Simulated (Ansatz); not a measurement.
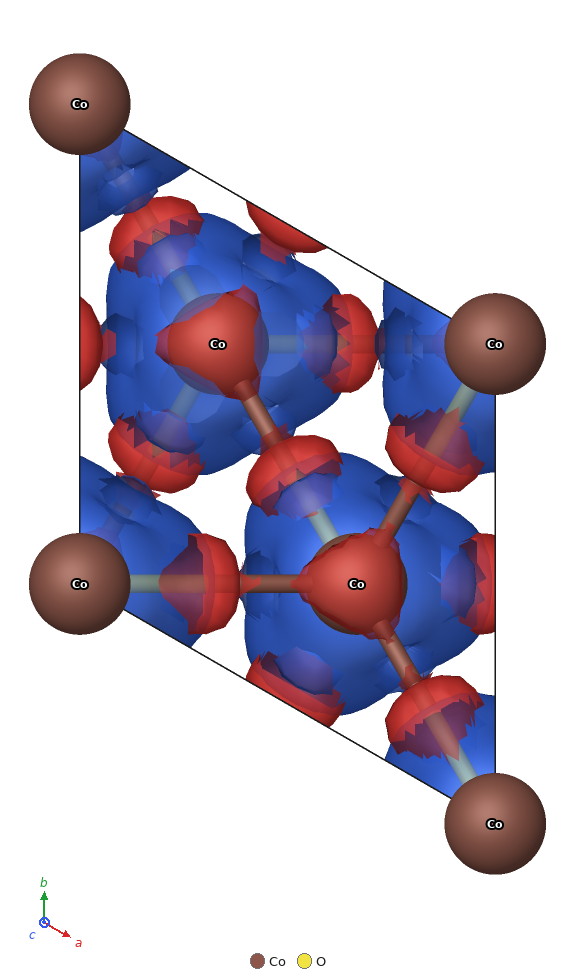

The picture shows: CoO. Density of the crystal less the sum of free-atom densities: blue surfaces at +0.08 and red ones at −0.08 e/Å³, in the conventional cell of the magnetic structure seen along the c axis (the regions close to the nuclei are left out). Cores are masked to 0.8 Å (Co) and 0.6 Å (O).

Space group R3m; the calculation finds a residual pressure of about 10 GPa at this fixed cell; spin-polarised. Net moment 0.0 μB in the 4-atom cell of the calculation; other magnetic orders weren't tried. Effective Hubbard U: 3.3 eV on Co d. The cell comes from a database of computed structures, not from a measurement.

All numbers below come from DFT PBE+U, scalar-relativistic, plane waves, PAW (Ansatz 0.2.0).

In a PAW calculation such maps are meaningful between the atoms, not at the nuclei.

The calculation's input:

```
crystal:
  lattice:
    - [-1.6022198417, 2.7751261707, 0.0]
    - [-3.2044396834, 0.0, 0.0]
    - [-1.6022198417, 0.9250420569, 5.1329417806]
  atoms:
    - { symbol: Co, position: [0.00051227, 0.00051227, 0.99846319], spin: -3.0 }
    - { symbol: Co, position: [0.50050941, 0.50050941, 0.49847177], spin: 3.0 }
    - { symbol: O, position: [0.62450447, 0.62450447, 0.12648659] }
    - { symbol: O, position: [0.1244745, 0.1244745, 0.6265765] }
magnetization:
  spin_polarized: true
basis:
  ecutwfc: 500
  fft_grid_basis: typed
kpoints:
  mp_grid: { grid: [12, 12, 10] }
hamiltonian:
  xc: pbe
  hubbard: { sites: [{ species: Co, l: d, u_eff: 3.32 }] }
  pseudopotentials: { kind: paw }
scf:
  occupations: { method: gaussian, width: 0.05 }
output:
  forces: true
  stress: true
  eigenvalues: true
  bader: true
  write_density: true
  volumetric_format: npy
  populations: true
  elf: true
```

Launched as:

```sh
ansatz run input.yaml --threads 2 --pin off --max-ram 4096MiB --backend cpu --events-out ev --progress --plain --runs-dir out
```

The picture shows the conventional cell of the magnetic structure (a = 3.20 Å, b = 3.20 Å, c = 15.40 Å, α = 90.00°, β = 90.00°, γ = 120.00°).

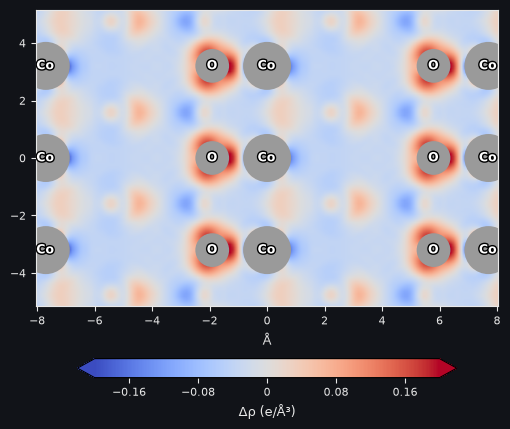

Second picture: a map on the (11̄0) plane of the conventional cell of the magnetic structure, with grey discs over the atomic cores.

Where does charge go when the atoms form this crystal?

Co–O (1.91 Å): Δρ is +0.04 e/Å³ at the midpoint (close to a masked core, so read it with care).
Co–Co (3.16 Å): Δρ is +0.005 e/Å³ at the midpoint.
Over the whole cell, outside the masked cores, the largest gain lies at the edge of the masked core of O, and the largest loss lies at the edge of the masked core of Co.
The rearranged charge, half the integral of |Δρ|, is about 0.31 e an atom.
Bader charges: Co +1.22 and O −1.22 e.
